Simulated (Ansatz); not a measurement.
# A series of single points on GaSb

System: GaSb (2 atoms in the cell).
Method: DFT PBE, scalar-relativistic, plane waves, PAW, PAW set soft_1, no spin polarisation (Ansatz 0.2.0).

The 7 runs differ only in the geometry, by a strain of the cell at fixed fractional positions. Against run 4, the strain is εxx = −0.52 η, εyy = −0.48 η and εzz = η. The structure derives from a Materials Project entry.

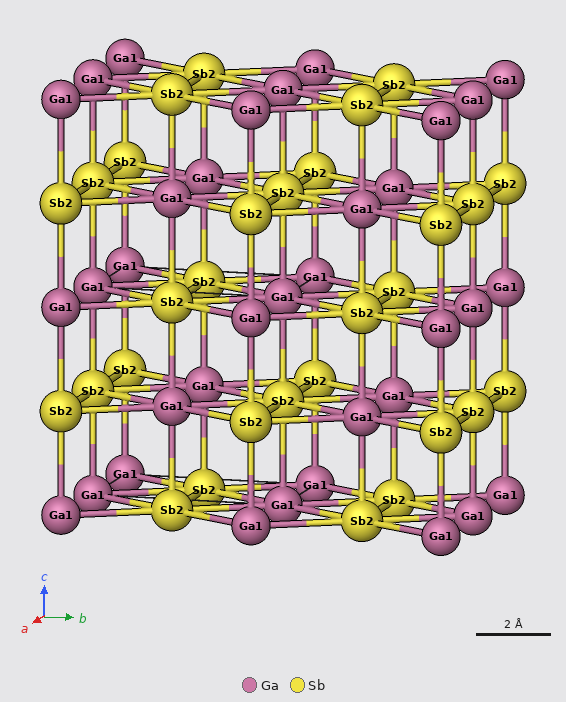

Figure 1. The structure of run 4 (ball-and-stick view of the cell 2 times as large as that of the calculation, set on its symmetry axes, repeated 2 × 2 × 2, seen slightly off an axis; atoms are numbered from 1 in the order of the input). An atom can appear more than once, as a periodic image.

## Input of run 4
```yaml
crystal:
  lattice:
    - [-1.5415763804, 2.6985594095, 2.8829486746]
    - [1.5415763804, -2.6985594095, 2.8829486746]
    - [1.5415763804, 2.6985594095, -2.8829486746]
  atoms:
    - { symbol: Ga, position: [0.0, 0.0, 0.0] }
    - { symbol: Sb, position: [0.5, 0.5, 0.0] }
basis:
  ecutwfc: 420
kpoints:
  mp_grid: { grid: [16, 16, 16] }
hamiltonian:
  xc: pbe
  pseudopotentials: { kind: paw, azcp: { folder: soft_1 } }
scf:
  occupations: { method: gaussian, width: 0.15 }
output:
  forces: true
  stress: true
  eigenvalues: true
```

Command:
```bash
ansatz run input.yaml --threads 2 --pin off --max-ram 4096MiB --backend cpu --events-out ev --progress --plain --runs-dir out
```

Lattice vectors (Å) and fractional positions of run 4:
```
  -1.541576    2.698559    2.882949
   1.541576   -2.698559    2.882949
   1.541576    2.698559   -2.882949
Ga  0.000000  0.000000  0.000000
Sb  0.500000  0.500000  0.000000
```

Run 6 differs from it as follows:
```diff
-    - [-1.5415763804, 2.6985594095, 2.8829486746]
-    - [1.5415763804, -2.6985594095, 2.8829486746]
-    - [1.5415763804, 2.6985594095, -2.8829486746]
+    - [-1.4612859439, 2.5688209764, 3.1712435421]
+    - [1.4612859439, -2.5688209764, 3.1712435421]
+    - [1.4612859439, 2.5688209764, -3.1712435421]
```

## Results, with one run withheld

```tsv
run	strain parameter η (%)	free energy per atom, from the lowest run given (meV)	pressure (GPa)
1	−15.0000	421.78	9.65
2	−10.0000	155.58	3.97
3	−5.0000	30.89	1.09
4	0.0000	0.00	0.26
5	5.0000	33.39	1.14
6	10.0000	?	?
7	15.0000	261.01	7.45
```

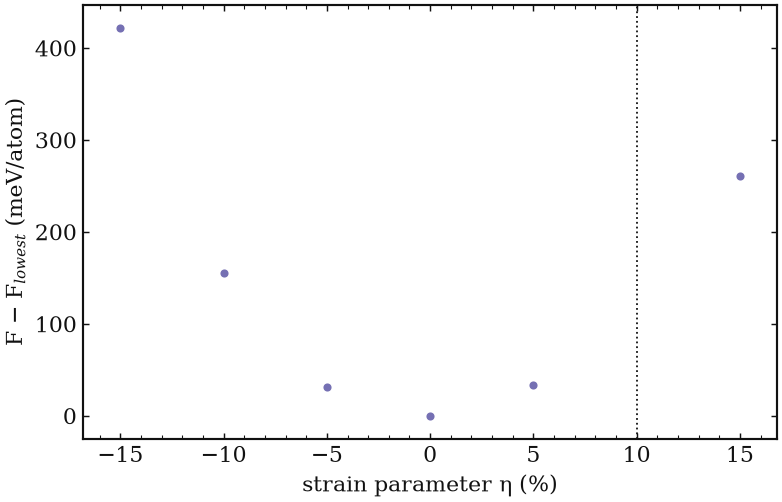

Figure 2. Free energy per atom of the runs given; the dotted line marks run 6.

Fit the runs given and predict run 6.

A cubic polynomial in the coordinate, fitted to the 6 runs given, misses them by at most 6.14 meV per atom. With x = η + 1.6667, it reads F = −3.8089 − 3.5676 x + 1.692 x² − 0.03163 x³ (meV per atom). At run 6 it gives 134.64 meV per atom, and the run itself gives 120.86. The fit has its minimum at η = −0.5793 %. The fit misses that run by 13.78 meV per atom.

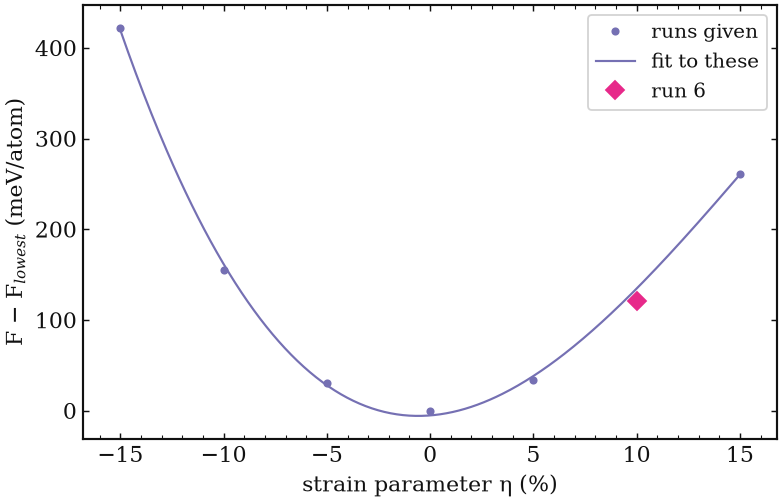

Figure 3. The fit and the withheld run.

## Output, shortened to warnings, some set-up lines, iterations and results (run 6)
```
Basis set: ecut = 420 eV, 919 PW (Γ), exchange–correlation on 60×60×60 points (8 copies of the dense FFT grid, shifted against one another)
Symmetry: 8 space group operations
k-points: 621 of 4096
Initial density: superposition of atomic densities (chi_scale 0.1, normalization cell, long waves kept (reshape's long-wave potential 0.00 eV rms))
[...]
SCF iter   1: F=—  HF=-10267.354110 eV  |F-HF|=—  |Δ(HF+E_count)|=         —  Δρ=2.23e-2  dr2=2.65e-1  ethr=3.10e-3  ⟨swp⟩=5.8  Hψ=55706  notcnv=0
SCF iter   2: F=—  HF=-10267.305088 eV  |F-HF|=—  |Δ(HF+E_count)|=   4.90e-2  Δρ=1.29e-2  dr2=9.44e-2  ethr=9.45e-4  ⟨swp⟩=2.0  Hψ=17488  notcnv=0  defer=45
SCF iter   3: F=—  HF=-10267.282115 eV  |F-HF|=—  |Δ(HF+E_count)|=   2.30e-2  Δρ=2.72e-3  dr2=3.60e-3  ethr=3.37e-4  ⟨swp⟩=3.0  Hψ=21928  notcnv=0  defer=45
SCF iter   4: F=—  HF=-10267.280048 eV  |F-HF|=—  |Δ(HF+E_count)|=   2.07e-3  Δρ=1.23e-3  dr2=4.80e-4  ethr=1.29e-5  ⟨swp⟩=2.0  Hψ=16700  notcnv=0  defer=45
SCF iter   5: F=—  HF=-10267.280106 eV  |F-HF|=—  |Δ(HF+E_count)|=   5.84e-5  Δρ=4.29e-4  dr2=7.83e-5  ethr=1.71e-6  ⟨swp⟩=2.0  Hψ=14882  notcnv=0  defer=45
SCF iter   6: F=—  HF=-10267.280115 eV  |F-HF|=—  |Δ(HF+E_count)|=   8.21e-6  Δρ=9.59e-5  dr2=5.79e-6  ethr=2.80e-7  ⟨swp⟩=2.1  Hψ=13790  notcnv=0  defer=54
SCF iter   7: F=—  HF=-10267.280116 eV  |F-HF|=—  |Δ(HF+E_count)|=   1.63e-6  Δρ=2.71e-5  dr2=5.12e-7  ethr=2.07e-8  ⟨swp⟩=2.0  Hψ=16733  notcnv=0  defer=54
SCF iter   8: F=-10267.280116 eV  HF=-10267.280116 eV  |F-HF|=1.64e-8  |Δ(HF+E_count)|=   8.86e-8  Δρ=7.25e-6  dr2=3.62e-8  ethr=3.57e-10  ⟨swp⟩=6.9  Hψ=53873  notcnv=0
SCF 1 converged in 8 iterations: F = -10267.280116 eV  dr2 = 3.62e-8
SCF converged after 8 iterations
Free energy (F): -10267.280116 eV
Harris-Foulkes:  -10267.280116 eV  (|F-HF|=1.64e-8)
Internal energy: -10267.270111 eV  (E = F + TS)
E sigma→0 (E₀):  -10267.275113 eV
Entropy (-TS):   -0.010006 eV (-5.003 meV/atom)
Fermi energy:    10.268674 eV
--- Per-component energies (eV) ---
  E_band       = -190.220884
  E_kinetic    = 274.103775
  E_local      = -2840.686953  (includes V_loc(G=0)·N_el)
  E_nonlocal   = 292.329775
  E_hartree    = 1491.583899
  E_xc         = -162.867258
  E_vxc        = -147.439613  (∫ρ·V_xc dr)
  E_paw        = -6528.424157  (= ΣΔE_a)
  E_vpaw       = -751.686245  (= ΣTr[D̂ρ^β])
  E_aug_tail   = -0.000059  (compensation charges beyond the density's cutoff)
  E_ewald      = -2793.309134
  E_smearing   = -0.010006  (= −TS)
  E_closure    = 0.000000  (closes the sum)
  Σ components = -10267.280116   (vs F -10267.280116, Δ=0.00e0)
--- Forces (eV/Å), atoms counted from 1 ---
  atom   1  Ga     0.00000000    -0.00000000     0.00000000
  atom   2  Sb     0.00000000    -0.00000000     0.00000000
  max |Σ_I F_I| component: 6.31e-30 eV/Å
--- Stress (GPa, compression-positive) ---
       10.425749       0.000000       0.000000
        0.000000       6.776698      -0.000000
        0.000000      -0.000000      -6.592828
  P = ⅓ Tr σ = 3.5365 GPa (35.365 kbar)
```
